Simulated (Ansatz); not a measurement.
# NaI (Fm-3m): spin-orbit coupling beyond the local functionals

Wanted: gaps of NaI (Fm-3m) with and without spin-orbit coupling, with cost.

Calculated with Ansatz 0.2.0; density functionals with and without spin-orbit coupling, plane waves, PAW.

## (1) The structure

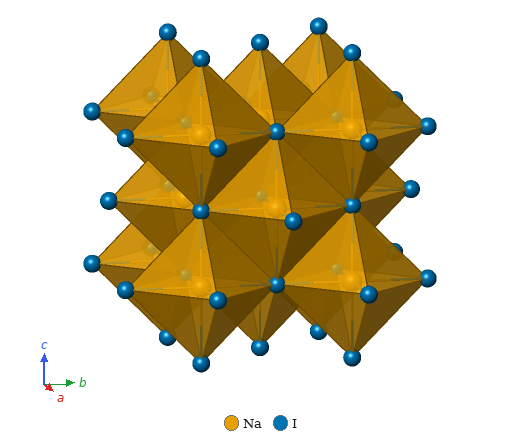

The cell as given, slightly off an axis (sodium orange, iodine blue). This picture shows the conventional cell, with its axes. Some periodic images of atoms are drawn too.

The cell and positions come from the Crystallography Open Database and are kept as given unless a step says otherwise. Spin-orbit coupling is left out unless a step names it. The default PAW set here is soft_2. Its files were made with PBE.

## (2) HSE06, 4×4×4 mesh

This step: DFT, HSE06, plane waves, PAW.

input.yaml

```yaml
crystal:
  lattice:
    - [0.0, 3.2364, 3.2364]
    - [3.2364, 0.0, 3.2364]
    - [3.2364, 3.2364, 0.0]
  atoms:
    - { symbol: Na, position: [0.0, 0.0, 0.0] }
    - { symbol: I, position: [0.5, 0.5, 0.5] }
kpoints:
  mp_grid: { grid: [4, 4, 4] }
  band_path:
    path:
      - [0.0, 0.0, 0.0]
      - [0.5, 0.0, 0.5]
      - [0.625, 0.25, 0.625]
      - [0.375, 0.375, 0.75]
      - [0.5, 0.5, 0.5]
      - [0.5, 0.25, 0.75]
    npoints: 1
hamiltonian:
  xc: hse06
scf:
  occupations: { method: fixed }
  n_extra_bands: 4
output:
  eigenvalues: true
```

Launch:

```sh
ansatz run input.yaml --threads 3 --pin off --max-ram 92160MiB --backend cuda --events-out ev --progress --plain --runs-dir out --devices 1 --max-vram 13GiB
```

Numbers of over 12 decimals in the logs are rounded to 6 here.

The log of the run:

```text
scf.n_extra_bands = 4 over 13 filled bands (N_el = 26.0): the run solves 17 bands
GPUs: using 1 of 1 available (devices: 1).
Engine: ansatz 0.2.0, x86_64-unknown-linux-gnu
Pseudopotentials: kind: paw
Pseudopotential: Na, paw, valence charge 9, recommended cutoff 420 eV (normal), Na.paw.azcp
Pseudopotential: I, paw, valence charge 17, recommended cutoff 420 eV (normal), I.paw.azcp
Functional definition: HSE06
  parameter a = 0.25
  parameter omega = 0.11/bohr
  exchange = pbe_x - a*pbe_x_sr(omega) + a*exact_x_sr(omega)
  correlation = pbe_c
davidson cushion auto → on  (no smearing: the cushion is to keep the highest requested band from converging to the state above it; pin scf.eigensolver.cushion to override)
device memory: the entry about to start is reckoned to put 1.0 GiB on a device that reports 68.0 GiB free (of which the cap on the GPU budget leaves the run 13.0 GiB)
GPU FFT provider: cuFFT
GPU libraries: cuBLAS 13.8.2, cuFFT 12.4.0, cuSOLVER 12.3.4
Crystal: 2 atoms, lattice volume = 67.798 Å³
Basis set: ecut = 420 eV, 1363 PW (Γ)
Bands: 17, of which v1, the nominal top of the filled ones, is band 13 counted from 1 (12 counted from 0)
Symmetry: 48 space group operations
Space group: Fm-3m (ITA 225), of the structure as read, at distance tolerance 4.1e-5 Å
k-points: 8 of 64
Non-local potential: Na, projectors of the file, l = 0: 3, l = 1: 2, l = 2: 1
Non-local potential: I, projectors of the file, l = 0: 2, l = 1: 2, l = 2: 2, l = 3: 2
PAW form: soft (Blöchl's): semilocal exchange-correlation on the pseudo side does not see the compensation charge
PAW frozen core: Na, regenerated for the run's functional, and the local potential with it (the file was generated under x = pbe(κ = 0.804, μ = 0.219515), c = pbe(β = 0.066725))
PAW frozen core: I, regenerated for the run's functional, and the local potential with it (the file was generated under x = pbe(κ = 0.804, μ = 0.219515), c = pbe(β = 0.066725))
PAW one-centre angular grid: Na, 110 points (default); XC on 96 Gauss nodes
PAW one-centre angular grid: I, 590 points (default); XC on 96 Gauss nodes
Initial density: superposition of atomic densities (neutral atoms: chi_scale 0, normalization atom), corrected by the library's trained network
Initial wavefunctions: pseudopotential atomic-orbital guess
GPU buffer pool allocated for 32768 grid points (all kernels)
GPU transforms: local potential and band sums: pruned to the plane-wave sphere, on 30×32×32
Functional: x = pbe(κ = 0.804, μ = 0.219515), c = pbe(β = 0.066725), warm-up for x = pbe(κ = 0.804, μ = 0.219515) + 0.25 (exact − pbe) at short range (hse, ω = 0.207870 Å⁻¹), c = pbe(β = 0.066725); HSE06 as pw.x's `hse` composes it (authors' and Libxc's form: `xc: wpbeh`)
[...]
GPU libraries: cuBLAS 13.8.2, cuFFT 12.4.0, cuSOLVER 12.3.4
GPU buffer pool allocated for 32768 grid points (all kernels)
GPU transforms: local potential and band sums: pruned to the plane-wave sphere, on 30×32×32
Exchange kernel: α = 0.2500, screened, ω = 0.2079 Å⁻¹, Wigner–Seitz truncation, v(0) = 1040.0927 eV·Å³, q-mesh 4×4×4, nearest image of the exchange supercell L = 18.31 Å, pair-density grid 18×18×18, without the augmentation charges, whose exchange is taken in its separable form by FFT convolution over the k-point mesh (sized by the pseudopotential files, 25×25×25 at the most), smooth part of the exact exchange by density-matrix convolution in up to 1.57 GiB of GPU memory as planned if the GPU has room (build and FFT work areas not counted)
Frozen-core exchange: fock
SCF iter   1: F=—  HF=-9006.879621 eV  |F-HF|=—  |Δ(HF+E_count)|=         —  Δρ=4.55e-5  dr2=1.00e-6  ethr=1.65e-7  ⟨swp⟩=3.0  Hψ=329  notcnv=0
preconditioner: auto → none  [insulator: Δε(μ)=4.676 eV  Ē_g=11.937 eV  n_scr=14 (ndim 8)  ℏωp=12.8 eV  f_vac=0.077]
iter 2 solved again at ethr=4.73e-11 eV; its pass at ethr=3.65e-9 eV (dr2=1.23e-8 eV) is discarded
SCF iter   2: F=-9006.879621 eV  HF=-9006.879621 eV  |F-HF|=5.11e-9  |Δ(HF+E_count)|=   4.57e-7  Δρ=5.18e-6  dr2=2.32e-8  ethr=4.73e-11  ⟨swp⟩=3.8  Hψ=746  notcnv=0
SCF 3 converged in 2 iterations: F = -9006.879621 eV  dr2 = 2.32e-8
hybrid outer 2: dexx = +9.836e-8 eV, tail = 5.67e-8 eV, Δε = 3.06e-3 eV (about 3.25e-4 eV left of the loop's levels)
device memory: the entry about to start is reckoned to put 0.4 GiB on a device that reports 69.2 GiB free (of which the cap on the GPU budget leaves the run 13.0 GiB)
NSCF: frozen V_eff on 6 k-points
hybrid SCF converged: 2 outer / 7 inner (+2 warm-up), last move |dexx| = 9.84e-8 eV, tail = 5.67e-8 eV
Stability not checked: this state was not tested for a lower state beside it, because the functional holds exact exchange (a hybrid, or Hartree-Fock), whose exchange loop this test does not read (fock_operator; see scf.lower_state_search)
Free energy (F): -9006.879621 eV
Frozen-core exchange: fock
Harris-Foulkes:  -9006.879621 eV  (|F-HF|=5.11e-9)
Internal energy: -9006.879621 eV  (E = F + TS)
E sigma→0 (E₀):  -9006.879621 eV
Fermi energy:    2.335557 eV
--- Per-component energies (eV) ---
  E_band       = -679.702388
  E_kinetic    = 310.096223
  E_local      = -3351.532538  (includes V_loc(G=0)·N_el)
  E_nonlocal   = 24.793500
  E_hartree    = 1520.511784
  E_xc         = -135.002083
  E_vxc        = -143.473436  (∫ρ·V_xc dr)
  E_exx        = -93.240249  (= α·E_x^exact, valence–valence)
  E_paw        = -5024.264671  (= ΣΔE_a)
  E_vpaw       = -374.123398  (= ΣTr[D̂ρ^β])
  E_aug_tail   = -0.000038  (compensation charges beyond the density's cutoff)
  E_ewald      = -2257.850118
  E_core_change = -0.391433  (= ΣΔE_core)
  E_smearing   = -0.000000  (= −TS)
  E_closure    = -0.000000  (closes the sum)
  Σ components = -9006.879621   (vs F -9006.879621, Δ=0.00e0)
--- Band table (eV; the first three rows and the last of 8) ---
  k-point 0: bands = [... 9 lower, -9.6119, 2.3356, 2.3356, 2.3356, 7.0113, 11.3558, 11.3558, 11.3558]
  k-point 1: bands = [... 9 lower, -9.4405, 0.9837, 2.1774, 2.1774, 8.2951, 10.9306, 11.4198, 11.4198]
  k-point 2: bands = [... 9 lower, -9.2539, 0.0054, 2.0314, 2.0314, 8.4083, 10.8802, 10.8802, 12.3682]
  k-point 7: bands = [... 9 lower, -9.1540, 0.8258, 0.8258, 1.3551, 9.2511, 10.8705, 10.8705, 11.4005]
```

Run time: 12 s. Hardware: 1 × NVIDIA H100 80GB HBM3 (shared by 6 runs) with 3 threads of AMD EPYC 7R13 (Zen 3), shared host; peak memory 1.1 GiB.

Numbers from this step:

```yaml
gap: 4.676 eV
valence_top_at: Γ
conduction_bottom_at: Γ
least_direct_gap: 4.676 eV
exact_exchange_fraction: 0.25
```

The gap is direct, at Γ.

## (3) HSE06+SOC, 4×4×4 mesh

The many-body steps leave out spin-orbit coupling, so its effect is taken from a two-component run, with twice the bands.

This step: DFT, HSE06 with spin-orbit coupling, plane waves, PAW.

Changes to input.yaml since step 2:

```diff
@@ -23,3 +23,6 @@
   occupations: { method: fixed }
-  n_extra_bands: 4
+  n_extra_bands: 8
+magnetization:
+  noncollinear: true
+  spin_orbit: true
 output:
```

The log of the run:

```text
[...]
GPUs: using 1 of 1 available (devices: 1).
[...]
non-collinear run that drives no moment, with spin-orbit: no starting moment large enough to seed its density (crystal.atoms[].spin), no starting occupations that ask for one, no magnetisation constraint and no magnetic field, so the semilocal B_xc is pinned to zero
[...]
GPU FFT provider: cuFFT
GPU libraries: cuBLAS 13.8.2, cuFFT 12.4.0, cuSOLVER 12.3.4
Crystal: 2 atoms, lattice volume = 67.798 Å³
Basis set: ecut = 420 eV, 1363 PW (Γ)
Bands: 34, of which v1, the nominal top of the filled ones, is band 26 counted from 1 (25 counted from 0)
Symmetry: 48 space group operations + 48 with time reversal
[...]
k-points: 8 of 64
Projection manifold: j_resolved (fully-relativistic pseudo-atomic orbitals)
[...]
GPU buffer pool allocated for 32768 grid points (all kernels)
[...]
SCF iter   1: F=—  HF=-9005.998686 eV  |F-HF|=—  |Δ(HF+E_count)|=         —  Δρ=5.66e-2  dr2=2.13e0  dr2_m=0.00e0 (ungated)  ethr=1.00e-1  |M|=0.00e0 ∫|m|=0.00e0 μB  |m|>n=0.0e0 m-floor=0.0e0 τ_xc=0.0e0  β_m=0.30  ⟨swp⟩=7.6  Hψ=990  notcnv=0
[...]
SCF iter   5: F=-9004.932124 eV  HF=-9004.932081 eV  |F-HF|=4.30e-5  |Δ(HF+E_count)|=   1.71e-4  Δρ=4.42e-4  dr2=5.88e-5  dr2_m=0.00e0 (ungated)  ethr=4.52e-6  |M|=0.00e0 ∫|m|=0.00e0 μB  |m|>n=0.0e0 m-floor=0.0e0 τ_xc=0.0e0  ⟨swp⟩=3.8  Hψ=775  notcnv=0
SCF 1 stopped early in 5 iterations: F = -9004.932124 eV  dr2 = 5.88e-5
[...]
GPU FFT provider: cuFFT
GPU libraries: cuBLAS 13.8.2, cuFFT 12.4.0, cuSOLVER 12.3.4
Projection manifold: j_resolved (fully-relativistic pseudo-atomic orbitals)
[...]
GPU buffer pool allocated for 32768 grid points (all kernels)
[...]
Frozen-core exchange: fock
SCF iter   1: F=—  HF=-9004.742528 eV  |F-HF|=—  |Δ(HF+E_count)|=         —  Δρ=3.65e-3  dr2=5.60e-3  dr2_m=0.00e0 (ungated)  ethr=2.26e-6  |M|=0.00e0 ∫|m|=0.00e0 μB  |m|>n=0.0e0 m-floor=0.0e0 τ_xc=0.0e0  β_m=0.30  ⟨swp⟩=5.9  Hψ=1222  notcnv=0
[...]
SCF iter   5: F=-9004.742713 eV  HF=-9004.742713 eV  |F-HF|=6.53e-8  |Δ(HF+E_count)|=   1.95e-5  Δρ=3.20e-5  dr2=2.31e-6  dr2_m=0.00e0 (ungated)  ethr=1.55e-7  |M|=0.00e0 ∫|m|=0.00e0 μB  |m|>n=0.0e0 m-floor=0.0e0 τ_xc=0.0e0  ⟨swp⟩=3.0  Hψ=684  notcnv=0
SCF 2 stopped early in 5 iterations: F = -9004.742713 eV  dr2 = 2.31e-6
hybrid outer 1: dexx = +2.552e-3 eV, tail = 1.30e-5 eV
GPU FFT provider: cuFFT
GPU libraries: cuBLAS 13.8.2, cuFFT 12.4.0, cuSOLVER 12.3.4
Projection manifold: j_resolved (fully-relativistic pseudo-atomic orbitals)
GPU buffer pool allocated for 32768 grid points (all kernels)
[...]
Frozen-core exchange: fock
SCF iter   1: F=—  HF=-9004.742635 eV  |F-HF|=—  |Δ(HF+E_count)|=         —  Δρ=2.25e-5  dr2=7.80e-7  dr2_m=0.00e0 (ungated)  ethr=2.50e-7  |M|=0.00e0 ∫|m|=0.00e0 μB  |m|>n=0.0e0 m-floor=0.0e0 τ_xc=0.0e0  β_m=0.30  ⟨swp⟩=2.5  Hψ=609  notcnv=0
[...]
SCF iter   2: F=-9004.742635 eV  HF=-9004.742635 eV  |F-HF|=3.17e-9  |Δ(HF+E_count)|=   1.39e-7  Δρ=6.92e-6  dr2=2.90e-8  dr2_m=0.00e0 (ungated)  ethr=5.88e-11  |M|=0.00e0 ∫|m|=0.00e0 μB  |m|>n=0.0e0 m-floor=0.0e0 τ_xc=0.0e0  ⟨swp⟩=3.1  Hψ=1475  notcnv=0
SCF 3 converged in 2 iterations: F = -9004.742635 eV  dr2 = 2.90e-8
[...]
NSCF: frozen V_eff on 6 k-points
[...]
Magnetization: |M| = 0.0000 μB,  M = (+0.0000, +0.0000, +0.0000) μB
Absolute magnetization: 0.0000 μB (∫|m|)
  site 0: m = (+0.0000, +0.0000, +0.0000) μB, |m| = 0.0000 μB  (R = 1.34 Å)
  site 1: m = (+0.0000, +0.0000, +0.0000) μB, |m| = 0.0000 μB  (R = 1.34 Å)
Free energy (F): -9004.742635 eV
Frozen-core exchange: fock
[...]
Internal energy: -9004.742635 eV  (E = F + TS)
E sigma→0 (E₀):  -9004.742635 eV
Fermi energy:    2.697861 eV
[...]
--- Band table (eV; the first three rows and the last of 8) ---
  k-point 0: bands = [... 22 lower, 2.6979, 2.6979, 2.6979, 2.6979, 7.0101, 7.0101, 11.3485, 11.3485, ... 4 higher]
  k-point 1: bands = [... 22 lower, 1.9764, 1.9764, 2.5287, 2.5287, 8.2955, 8.2955, 10.9256, 10.9256, ... 4 higher]
  k-point 2: bands = [... 22 lower, 1.7308, 1.7308, 2.3736, 2.3736, 8.4067, 8.4067, 10.8735, 10.8735, ... 4 higher]
  k-point 7: bands = [... 22 lower, 1.0830, 1.0830, 1.5072, 1.5072, 9.2390, 9.2390, 10.7854, 10.7854, ... 4 higher]
```

The job ended after 18 s (1 × NVIDIA H100 80GB HBM3 (shared by 6 runs) with 3 threads; peak memory 1.2 GiB).

This step gave:

| Property | Result |
| --- | --- |
| gap | 4.312 eV |
| valence top at | Γ |
| conduction bottom at | Γ |
| least direct gap | 4.312 eV |
| exact-exchange fraction | 0.25 |

The gap stands −0.36 eV against HSE06.

## (4) Together

Times are wall times on 1 × NVIDIA H100 80GB HBM3 (shared by 6 runs) with 3 threads of AMD EPYC 7R13 (Zen 3), shared host, good to a factor of about two.

```tsv
level	gap (eV)	with coupling (eV)	change (eV)	time	with coupling
HSE06	4.68	4.31	−0.36	12 s	18 s
```

## (5) Outcome

```
HSE06     : 4.68 eV
HSE06+SOC : 4.31 eV
```

**Reading.** Spin-orbit coupling changes the gap by −0.36 eV and the least direct gap by −0.36 eV.

[Paths, hosts, dates, memory and timing lines, banners, echoed tables and standing remarks are left out of the program output.]

[Logs are printed without paths, hosts, clocks, repeated set-up lines and the standing remarks that a program may print on its own settings, such as how far it seeks lower states.]

[Runs of the session that timed out or met a known fault of the program may be left out.]

[Cells called generated may have been cut or substituted from an entry of the Crystallography Open Database or the Materials Project.]

[Hosts, paths, dates, database ids (printed as entryN), source tags and the programs' standing remarks are cut or masked in the printed files.]
